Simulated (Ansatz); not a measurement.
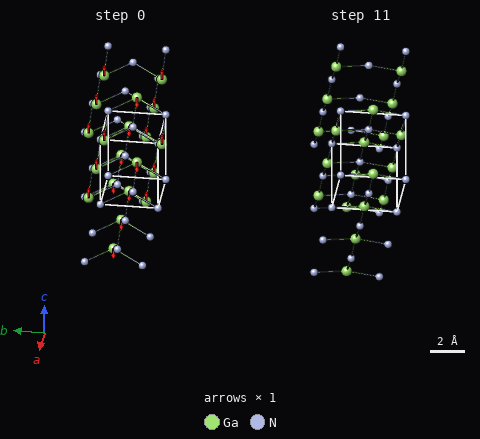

The structure of solid GaN (a generated structure, set up in P4/nmm) (coarse preliminary run) before (left) and after (right) a relaxation, at one scale. The red arrows give the displacements (the part carried along by the change of the cell is left out), at their true length.

A ball-and-stick model of the cell of the calculation, repeated 3 × 1 × 2 with one cell outlined, seen from a free direction.

These are results of DFT PBE, scalar-relativistic, plane waves, PAW (Ansatz 0.2.0), not measurements.

Input
```yaml
crystal:
  lattice:
    - [3.50528061, 0.0, 0.0]
    - [0.0, 3.50528061, 0.0]
    - [0.0, 0.0, 4.49170727]
  atoms:
    - { symbol: Ga, position: [0.0, 0.5, 0.23537385] }
    - { symbol: Ga, position: [0.5, 0.0, 0.76462615] }
    - { symbol: "N", position: [0.5, 0.5, 0.0] }
    - { symbol: "N", position: [0.0, 0.0, 0.0] }
basis:
  ecutwfc: 420
kpoints:
  mp_grid: { grid: [6, 6, 4] }
hamiltonian:
  xc: pbe
scf:
  occupations: { method: gaussian, width: 0.1 }
  lower_state_search: "off"
output:
  forces: true
  stress: true
  eigenvalues: true
relax:
  adjacent_minimum: "off"
  f_tol: 0.04
  max_steps: 70
  cell: { stress_tol: 0.4 }
```

Run as
```bash
ansatz run input.yaml --threads 1 --pin off --max-ram 2048MiB --backend cpu --events-out ev --progress --plain --runs-dir out
```

### Describe what moved and what it gained.

The largest moves relative to the cell, 0.80 Å, are those of Ga1 and Ga2. Ga1 goes along −c. N stays in place. The drawn cell changes as follows: a = b 3.505 → 3.961 Å (+13.0 %), c 4.492 → 4.440 Å (−1.2 %); the volume changes by +26.2 %. Near-neighbour distances that change, for instance: Ga1–N3 2.047 → 1.995 Å. Among the angles between lasting bonds that change: Ga1–N3–Ga1 117.8° → 166.2°, N3–Ga1–N3 117.8° → 166.2°, Ga1–N3–Ga2 105.5° → 90.8°. The space group stays P4/nmm (No. 129). The energy falls by 483 meV per atom in 9 accepted moves (11 points after the start). The largest force component goes from 0.85 to 0.00095 eV/Å. Pressure: 2.57 GPa at the start and −0.07 GPa at the end. At 2 points the geometry stayed and the basis and grid were re-selected for the new cell (energy shift of 24.5 meV per atom at most each time).
